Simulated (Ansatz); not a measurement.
**Pt8Se15: nudged elastic band (part 3 of 4)**

The same run, continued: Pt8Se15 (defect cell, 23 atoms in the cell); DFT with PBE, PAW plane waves, no spin polarisation (Ansatz 0.2.0); cutoff 420 eV, 2×2×2 k-mesh, cold smearing of 0.15 eV. The structure derives from an entry of the Crystallography Open Database.

Geometry of the input (Å; fractional positions):
```
7.5302  -0.0000  0.0000
-3.7651  6.5213  0.0000
0.0000  0.0000  10.1632
Se 0.1646  0.3295  0.1251
Se 0.3311  0.1675  0.3717
Pt 0.0011  -0.0041  -0.0018
Se 0.3293  0.1688  0.8717
Pt -0.0007  -0.0008  0.5006
Se 0.1690  0.8319  0.1268
Se 0.3331  0.6639  0.3738
Pt -0.0044  0.4976  0.0024
Se 0.1633  0.8289  0.6314
Se 0.3315  0.6655  0.8713
Pt -0.0032  0.4999  0.4994
Se 0.6737  0.3401  0.1247
Se 0.8336  0.1640  0.3747
Pt 0.4971  0.0017  0.0020
Se 0.6651  0.3328  0.6265
Se 0.8345  0.1684  0.8735
Pt 0.5060  -0.0002  0.4954
Se 0.6680  0.8359  0.1311
Se 0.8321  0.6671  0.3737
Pt 0.5030  0.5059  0.0021
Se 0.6679  0.8338  0.6273
Se 0.8389  0.6680  0.8732
Pt 0.4999  0.4977  0.5030
```

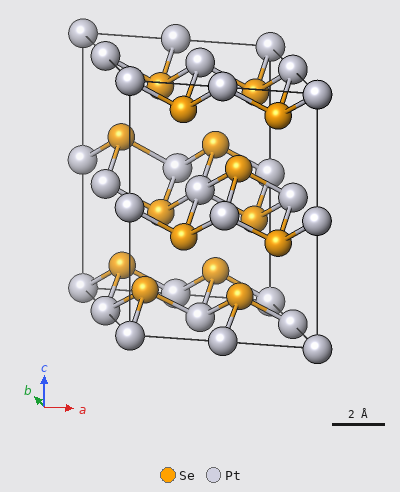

Fig. 1: The input geometry (ball-and-stick view of the cell of the calculation, seen slightly off an axis).

Output, continued:
```
  k-point 2: bands = ["-87.2527", "-87.2527", "-87.1296", "-87.1296", "-87.1295", "-87.1294", "-86.4922", "-86.4922", "-41.5190", "-41.5190", "-41.5076", "-41.5076", "-41.4436", "-41.4435", "-41.4406", "-41.4406", "-41.3818", "-41.3818", "-41.3672", "-41.3672", "-41.3662", "-41.3661", "-41.2460", "-41.2460", "-41.2440", "-41.2440", "-40.9156", "-40.9155", "-40.8393", "-40.8393", "-40.4573", "-40.4573", "-37.0701", "-37.0693", "-37.0685", "-37.0681", "-37.0433", "-37.0381", "-37.0249", "-37.0243",
      "-37.0199", "-37.0191", "-36.6136", "-36.6100", "-36.6082", "-36.6078", "-36.6058", "-36.6048", "-36.6019", "-36.6018", "-36.5988", "-36.5987", "-36.5420", "-36.5418", "-36.5392", "-36.5391", "-36.5269", "-36.5268", "-36.5121", "-36.5118", "-36.5095", "-36.5094", "-36.4942", "-36.4939", "-36.4937", "-36.4934", "-36.4916", "-36.4915", "-36.4915", "-36.4913", "-36.4749", "-36.4746", "-36.4740", "-36.4736", "-36.4701", "-36.4698", "-36.4692", "-36.4689", "-36.4658", "-36.4656",
      "-36.4652", "-36.4650", "-36.3677", "-36.3676", "-36.3674", "-36.3673", "-36.3653", "-36.3652", "-36.3652", "-36.3651", "-36.3361", "-36.3359", "-36.3356", "-36.3354", "-36.3327", "-36.3325", "-36.3325", "-36.3323", "-36.3224", "-36.3223", "-36.3223", "-36.3222", "-35.9228", "-35.9122", "-35.8295", "-35.7620", "-35.7467", "-2.7908", "-2.6611", "-2.2182", "-2.0868", "-2.0007", "-1.8989", "-1.7946", "-1.6055", "-1.5363", "-1.4779", "-1.4589", "-1.2180", "-1.1462",
      "-1.0833", "-0.3319", "5.4856", "5.5985", "5.6211", "5.6797", "5.7173", "5.7925", "5.8001", "5.9086", "6.0347", "6.1217", "6.1677", "6.2605", "6.3121", "6.3544", "6.4317", "6.4901", "6.6136", "6.6261", "6.6323", "6.7172", "6.7638", "6.9618", "7.0228", "7.1245", "7.2071", "7.3465", "7.5084", "7.5678", "7.6295", "7.7170", "7.7345", "7.7924", "8.0504", "8.0597", "8.1411", "8.1710", "8.6174", "8.6550",
      "8.6680", "8.6843", "8.7059", "8.8439", "8.9193", "8.9351", "9.0050", "9.0586", "9.1507", "9.1815", "9.2347", "9.2713", "9.4220", "9.4879", "9.5777", "9.6422", "9.8089", "9.8651", "10.0709", "10.1737", "10.2390", "10.3667", "10.4635", "10.5807", "10.6156", "10.7149", "10.8733", "10.9774", "11.0369", "11.2049", "11.2556", "11.3171", "11.8151", "12.2501", "12.4652", "12.4717", "12.5297", "12.7064", "12.7669", "12.9932",
      "13.0277", "13.4436", "13.5058", "13.5899", "13.6885", "13.8896", "14.2818", "16.1364", "16.1660", "16.1967", "16.2352", "16.4622", "16.9054", "16.9199", "17.0332", "17.2605", "17.5964", "17.9187", "18.1374", "18.2232", "18.9337", "18.9601", "19.1401", "19.1517", "19.3140", "19.7239", "19.7440", "19.8092", "19.9378", "20.0535", "20.0865"]
  k-point 7: bands = ["-87.2527", "-87.2527", "-87.1296", "-87.1296", "-87.1295", "-87.1294", "-86.4922", "-86.4922", "-41.5191", "-41.5191", "-41.5076", "-41.5076", "-41.4421", "-41.4421", "-41.4420", "-41.4419", "-41.3818", "-41.3818", "-41.3668", "-41.3667", "-41.3666", "-41.3666", "-41.2451", "-41.2451", "-41.2450", "-41.2449", "-40.9156", "-40.9156", "-40.8393", "-40.8393", "-40.4573", "-40.4573", "-37.0701", "-37.0693", "-37.0685", "-37.0681", "-37.0433", "-37.0381", "-37.0249", "-37.0243",
      "-37.0199", "-37.0191", "-36.6136", "-36.6100", "-36.6082", "-36.6078", "-36.6058", "-36.6048", "-36.6019", "-36.6018", "-36.5988", "-36.5987", "-36.5420", "-36.5418", "-36.5392", "-36.5392", "-36.5269", "-36.5268", "-36.5121", "-36.5118", "-36.5095", "-36.5094", "-36.4941", "-36.4941", "-36.4936", "-36.4935", "-36.4916", "-36.4916", "-36.4914", "-36.4914", "-36.4748", "-36.4748", "-36.4738", "-36.4738", "-36.4700", "-36.4700", "-36.4691", "-36.4690", "-36.4657", "-36.4657",
      "-36.4651", "-36.4651", "-36.3676", "-36.3676", "-36.3674", "-36.3674", "-36.3653", "-36.3652", "-36.3652", "-36.3652", "-36.3361", "-36.3360", "-36.3355", "-36.3355", "-36.3326", "-36.3325", "-36.3324", "-36.3324", "-36.3224", "-36.3224", "-36.3223", "-36.3223", "-35.9228", "-35.9122", "-35.8295", "-35.7620", "-35.7467", "-2.6825", "-2.6611", "-2.3963", "-2.3258", "-1.8939", "-1.7903", "-1.6305", "-1.6086", "-1.4121", "-1.3985", "-1.3918", "-1.3212", "-1.2696",
      "-1.1960", "-0.3351", "5.3887", "5.4556", "5.4891", "5.6984", "5.7642", "5.7705", "5.8006", "5.9144", "6.0125", "6.2003", "6.2315", "6.2592", "6.3033", "6.4154", "6.5127", "6.5255", "6.5814", "6.6543", "6.6718", "6.7383", "6.9525", "7.0025", "7.2363", "7.2621", "7.2740", "7.3350", "7.3746", "7.4771", "7.5126", "7.5936", "7.7942", "7.8017", "7.8914", "8.0782", "8.1362", "8.3743", "8.3814", "8.4379",
      "8.4605", "8.4969", "8.7259", "8.8463", "8.8554", "8.8713", "8.9106", "9.0390", "9.1404", "9.2369", "9.4105", "9.4723", "9.5025", "9.5025", "9.6780", "9.8349", "9.9868", "10.0188", "10.1555", "10.2758", "10.2957", "10.3055", "10.4276", "10.4605", "10.6510", "10.6655", "10.6684", "10.8574", "10.8807", "11.0492", "11.3982", "11.7299", "11.9525", "12.0829", "12.1214", "12.4892", "12.5236", "12.7010", "12.8278", "12.9215",
      "13.1332", "13.3880", "13.4546", "13.6438", "13.7848", "13.9840", "14.0765", "15.4951", "16.0311", "16.0468", "16.8023", "16.8694", "16.9878", "17.0719", "17.2067", "17.3716", "17.5404", "17.8519", "18.1676", "18.4422", "18.6523", "18.8149", "18.9724", "19.1982", "19.3068", "19.3407", "19.5583", "19.6868", "19.7086", "19.8412", "20.0137"]
this run last wrote the band of iteration 6 to [file]
--- NEB band (7 images, 6 band iterations, 331 SCF iterations, 81 more in tests of the images' electronic states and relaxations of end points) ---
  forward barrier  = 1.545985 eV
  backward barrier = 1.545982 eV
  lagrangian_above_aufbau_ev (what the smearing adds, to first order; not taken off the barriers): saddle image -0.007609 eV, end points -0.032150 and -0.031909 eV
  climbing image's point = of an order that was not read
  energies are F+E_penalty+E_count in eV, relative to image 0
  image     s (Å)  Δ vs image 0  max|band force component| (eV/Å)
      0    0.0000      0.000000                                 —
      1    0.6107      0.390848                          2.850e-2
      2    1.2215      0.992390                          3.502e-2
  *   3    1.8323      1.545985                          1.743e-2
      4    2.4431      0.992368                          3.470e-2
      5    3.0539      0.390744                          2.821e-2
      6    3.6646      0.000003                                 —
  climbing-image geometry (image 3):
  cell:  # Å, volume = 499.0811 Å³
    - [7.53016193, -4.0e-8, 0.0]
    - [-3.76508, 6.52131208, 0.0]
    - [0.0, 0.0, 10.163232]
  atoms:
    - { symbol: Se, position: [0.1639791182063142, 0.32752947040488073, 0.11194955191233093] }
    - { symbol: Se, position: [0.3365327524720669, 0.18131406535429803, 0.3842816241242372] }
    - { symbol: Pt, position: [-0.006192830905115176, -0.01281470115433417, -0.006300987387995917] }
    - { symbol: Se, position: [0.33161793032609976, 0.15056409599558532, 0.8704472805904719] }
    - { symbol: Pt, position: [0.0013300798852518164, 0.002233165015543871, 0.49686050957557215] }
    - { symbol: Se, position: [0.1637680138896013, 0.8184307354151211, 0.11631710722624883] }
    - { symbol: Se, position: [0.33632218471659386, 0.672216512512623, 0.38864464577986596] }
    - { symbol: Pt, position: [-0.0057829505362824996, 0.4872902857368269, -0.014055432270827225] }
    - { symbol: Se, position: [0.16867654476160965, 0.8491693387172383, 0.6301433910303635] }
    - { symbol: Se, position: [0.2501609071982506, 0.499846577956334, 0.75030189537837] }
    - { symbol: Pt, position: [0.006795689072252031, 0.5124546049575752, 0.514647456141168] }
    - { symbol: Se, position: [0.6817300760631779, 0.3630463179342949, 0.13590890724847599] }
    - { symbol: Se, position: [0.845207572939285, 0.18131116882781767, 0.38427833225538677] }
    - { symbol: Pt, position: [0.4989726276085276, -0.00248306285997794, 0.003741071275623259] }
    - { symbol: Se, position: [0.6713254776428446, 0.3422189462115463, 0.6369033115957324] }
    - { symbol: Se, position: [0.8193803307699086, 0.1505725200090729, 0.8704499631485662] }
    - { symbol: Pt, position: [0.5064931547251116, 0.012557665879535258, 0.5068943184896596] }
    - { symbol: Se, position: [0.6550896364835509, 0.8184275139228366, 0.11631359744650842] }
    - { symbol: Se, position: [0.8185591916383301, 0.6367046827059204, 0.3646825471470448] }
    - { symbol: Pt, position: [0.4934968808216097, 0.48728721082862914, -0.014064404734989908] }
    - { symbol: Se, position: [0.6809253881193169, 0.8491767340151828, 0.6301462408583308] }
    - { symbol: Se, position: [0.8289796635627538, 0.6575269252934498, 0.8636870909281363] }
    - { symbol: Pt, position: [0.5060849355389407, 0.512457276319999, 0.5146559972417196] }
```

The last band as extended XYZ (Å, eV, eV/Å):
```
23
Lattice="7.5302 -0.0000 0.0000 -3.7651 6.5213 0.0000 0.0000 0.0000 10.1632" Properties=species:S:1:pos:R:3:forces:R:3 image=0 energy=-182227.90892
Se    0.0010    2.1730    1.2732   -0.0002  -0.0002  -0.0017
Se    1.8538    1.1031    3.8505    0.0003   0.0000   0.0000
Pt    0.0011   -0.0005   -0.0168   -0.0009  -0.0014   0.0003
Se    1.8837    1.0860    8.8447    0.0000   0.0000  -0.0006
Pt    0.0008    0.0099    5.0823    0.0000  -0.0062  -0.0022
Se   -1.8921    5.4275    1.2809    0.0007   0.0001   0.0002
Se    0.0008    4.3127    3.8503    0.0001   0.0000   0.0006
Pt   -1.8813    3.2597   -0.0168   -0.0012   0.0004   0.0003
Se   -1.8888    5.4294    6.3885   -0.0002  -0.0001  -0.0004
Se    0.0010    4.3469    8.8447    0.0001  -0.0004  -0.0004
Pt   -1.8722    3.2544    5.0822   -0.0060   0.0032  -0.0018
Se    3.7661    2.1852    1.2809    0.0000  -0.0010   0.0001
Se    5.6780    1.1030    3.8504   -0.0002   0.0000   0.0002
Pt    3.7660   -0.0009   -0.0085    0.0009   0.0001  -0.0001
Se    3.7659    2.1811    6.3885   -0.0001   0.0006  -0.0007
Se    5.6484    1.0859    8.8448    0.0003   0.0003  -0.0006
Pt    3.7659   -0.0008    5.1041    0.0002  -0.0003   0.0021
Se    1.8942    5.4274    1.2809   -0.0013   0.0009  -0.0002
Se    3.7658    4.3467    3.8075    0.0002   0.0000   0.0066
Pt    1.8833    3.2596   -0.0169    0.0011   0.0012   0.0005
Se    1.8904    5.4295    6.3886    0.0001   0.0000  -0.0010
Se    3.7661    4.3467    8.8612    0.0001   0.0000   0.0001
Pt    1.8739    3.2544    5.0822    0.0061   0.0029  -0.0016
23
Lattice="7.5302 -0.0000 0.0000 -3.7651 6.5213 0.0000 0.0000 0.0000 10.1632" Properties=species:S:1:pos:R:3:forces:R:3 image=1 energy=-182227.51808
Se    0.0012    2.1287    1.2162    0.0000  -0.0405   0.0529
Se    1.8514    1.1646    3.8871   -0.0129  -0.0400  -0.0479
Pt    0.0012   -0.0580   -0.0489    0.0000   0.0027  -0.0183
Se    1.9196    1.0052    8.8313   -0.0213   0.0150  -0.0493
Pt    0.0011    0.0503    5.0855    0.0000  -0.0010   0.0065
Se   -1.8602    5.3644    1.2127   -0.0232  -0.0049   0.0191
Se    0.0011    4.3826    3.9018    0.0000  -0.0376  -0.0722
Pt   -1.8777    3.1966   -0.0848   -0.0303  -0.0170   0.0775
Se   -1.9090    5.4990    6.4054    0.0105  -0.0466  -0.0432
Se    0.0012    3.9490    8.5546   -0.0001   0.7397   0.6522
Pt   -1.8793    3.3245    5.1285   -0.0011  -0.0350  -0.0850
Se    3.7662    2.2658    1.3133    0.0000  -0.2547  -0.1198
Se    5.6811    1.1646    3.8871    0.0129  -0.0400  -0.0479
Pt    3.7662   -0.0730   -0.0433    0.0000  -0.1316  -0.1554
Se    3.7662    2.2430    6.4425    0.0000  -0.0208  -0.0652
Se    5.6129    1.0052    8.8313    0.0213   0.0149  -0.0492
Pt    3.7662    0.0705    5.1458    0.0000  -0.0364  -0.0409
Se    1.8625    5.3644    1.2127    0.0232  -0.0049   0.0191
Se    3.7662    4.2806    3.7672    0.0000   0.0711   0.0031
Pt    1.8800    3.1966   -0.0848    0.0303  -0.0170   0.0775
Se    1.9113    5.4990    6.4054   -0.0105  -0.0467  -0.0432
Se    3.7662    4.3094    8.8161    0.0000  -0.0336   0.0145
Pt    1.8815    3.3245    5.1285    0.0012  -0.0350  -0.0850
23
Lattice="7.5302 -0.0000 0.0000 -3.7651 6.5213 0.0000 0.0000 0.0000 10.1632" Properties=species:S:1:pos:R:3:forces:R:3 image=2 energy=-182226.91653
Se    0.0014    2.1362    1.1690    0.0000  -0.0369   0.0363
Se    1.8560    1.1711    3.8956    0.0035  -0.0500  -0.0566
Pt    0.0014   -0.0728   -0.0553    0.0000  -0.0061  -0.0205
Se    1.9345    0.9842    8.8455    0.0144  -0.0186  -0.0337
Pt    0.0014    0.0351    5.0699    0.0000   0.0034   0.0126
Se   -1.8432    5.3541    1.1868    0.0171   0.0086  -0.0202
Se    0.0014    4.3867    3.9249    0.0000  -0.0296  -0.0870
Pt   -1.8625    3.1856   -0.1486    0.0186  -0.0247  -0.0477
Se   -1.9138    5.5085    6.4109    0.0288  -0.0886  -0.0165
Se    0.0014    3.5165    8.1685   -0.0002   0.4750   1.0296
Pt   -1.8843    3.3311    5.1576   -0.0165  -0.0456  -0.1789
Se    3.7664    2.3865    1.3567    0.0001  -0.0131  -0.0906
Se    5.6769    1.1710    3.8956   -0.0036  -0.0500  -0.0566
Pt    3.7665   -0.0072    0.0288    0.0000   0.0045  -0.0567
Se    3.7665    2.2399    6.4618    0.0000  -0.0095  -0.0537
Se    5.5985    0.9842    8.8455   -0.0144  -0.0186  -0.0337
Pt    3.7665    0.0756    5.1555    0.0000  -0.0426  -0.0228
Se    1.8460    5.3541    1.1868   -0.0171   0.0086  -0.0202
Se    3.7664    4.2262    3.7312    0.0000   0.1103  -0.0217
Pt    1.8653    3.1856   -0.1486   -0.0185  -0.0247  -0.0475
Se    1.9166    5.5085    6.4109   -0.0288  -0.0886  -0.0165
Se    3.7665    4.3036    8.7884    0.0000  -0.0175  -0.0184
Pt    1.8871    3.3311    5.1576    0.0165  -0.0456  -0.1790
23
Lattice="7.5302 -0.0000 0.0000 -3.7651 6.5213 0.0000 0.0000 0.0000 10.1632" Properties=species:S:1:pos:R:3:forces:R:3 image=3 energy=-182226.36294
Se    0.0016    2.1359    1.1378    0.0000  -0.0047   0.0090
Se    1.8515    1.1824    3.9055    0.0011   0.0006  -0.0037
Pt    0.0016   -0.0836   -0.0640    0.0000   0.0036   0.0011
Se    1.9303    0.9819    8.8466    0.0042   0.0096  -0.0013
Pt    0.0016    0.0146    5.0497    0.0000  -0.0150   0.0094
Se   -1.8483    5.3372    1.1822   -0.0012  -0.0005   0.0036
Se    0.0016    4.3837    3.9499    0.0000   0.0045  -0.0090
Pt   -1.8782    3.1778   -0.1428    0.0015  -0.0039  -0.0041
Se   -1.9270    5.5377    6.4043   -0.0041  -0.0095   0.0014
Se    0.0018    3.2597    7.6255    0.0001   0.0002  -0.0001
Pt   -1.8783    3.3419    5.2305    0.0018   0.0039   0.0040
Se    3.7666    2.3675    1.3813    0.0000   0.0017   0.0050
Se    5.6819    1.1824    3.9055   -0.0011   0.0007  -0.0037
Pt    3.7667   -0.0162    0.0380    0.0000   0.0151  -0.0096
Se    3.7667    2.2317    6.4730    0.0000   0.0173   0.0034
Se    5.6031    0.9819    8.8466   -0.0042   0.0096  -0.0013
Pt    3.7667    0.0819    5.1517    0.0000  -0.0036  -0.0008
Se    1.8515    5.3372    1.1821    0.0012  -0.0005   0.0036
Se    3.7666    4.1521    3.7064    0.0000  -0.0017  -0.0051
Pt    1.8814    3.1778   -0.1429   -0.0016  -0.0039  -0.0042
Se    1.9303    5.5377    6.4043    0.0041  -0.0095   0.0014
Se    3.7667    4.2879    8.7779    0.0000  -0.0174  -0.0032
Pt    1.8815    3.3419    5.2306   -0.0018   0.0039   0.0041
23
Lattice="7.5302 -0.0000 0.0000 -3.7651 6.5213 0.0000 0.0000 0.0000 10.1632" Properties=species:S:1:pos:R:3:forces:R:3 image=4 energy=-182226.91656
Se    0.0018    2.1330    1.1627    0.0000   0.0294   0.0870
Se    1.8464    1.1655    3.9009   -0.0172  -0.0085   0.0202
Pt    0.0018   -0.0773   -0.0678    0.0000   0.0426   0.0231
Se    1.9170    1.0111    8.8399   -0.0287   0.0887   0.0165
Pt    0.0018    0.0056    5.0589    0.0000  -0.0044   0.0565
Se   -1.8528    5.3486    1.1920   -0.0037   0.0500   0.0566
Se    0.0019    4.3835    3.9186    0.0000   0.0368  -0.0364
Pt   -1.8838    3.1885   -0.0700   -0.0167   0.0456   0.1789
Se   -1.9312    5.5354    6.4054   -0.0143   0.0187   0.0339
Se    0.0019    3.0029    7.0824   -0.0002  -0.4747  -1.0299
Pt   -1.8620    3.3340    5.2362    0.0188   0.0245   0.0476
Se    3.7669    2.2935    1.3564    0.0001  -0.1104   0.0214
Se    5.6874    1.1655    3.9008    0.0173  -0.0084   0.0202
Pt    3.7669   -0.0368    0.0178    0.0000  -0.0033  -0.0129
Se    3.7669    2.2161    6.4624    0.0000   0.0174   0.0186
Se    5.6168    1.0111    8.8400    0.0287   0.0887   0.0165
Pt    3.7669    0.0711    5.1430    0.0000   0.0061   0.0207
Se    1.8565    5.3486    1.1920    0.0037   0.0500   0.0566
Se    3.7669    4.1332    3.7310    0.0001   0.0131   0.0905
Pt    1.8875    3.1885   -0.0700    0.0167   0.0456   0.1789
Se    1.9349    5.5354    6.4054    0.0143   0.0186   0.0339
Se    3.7669    4.2798    8.7891    0.0000   0.0093   0.0539
Pt    1.8657    3.3340    5.2362   -0.0187   0.0245   0.0476
```
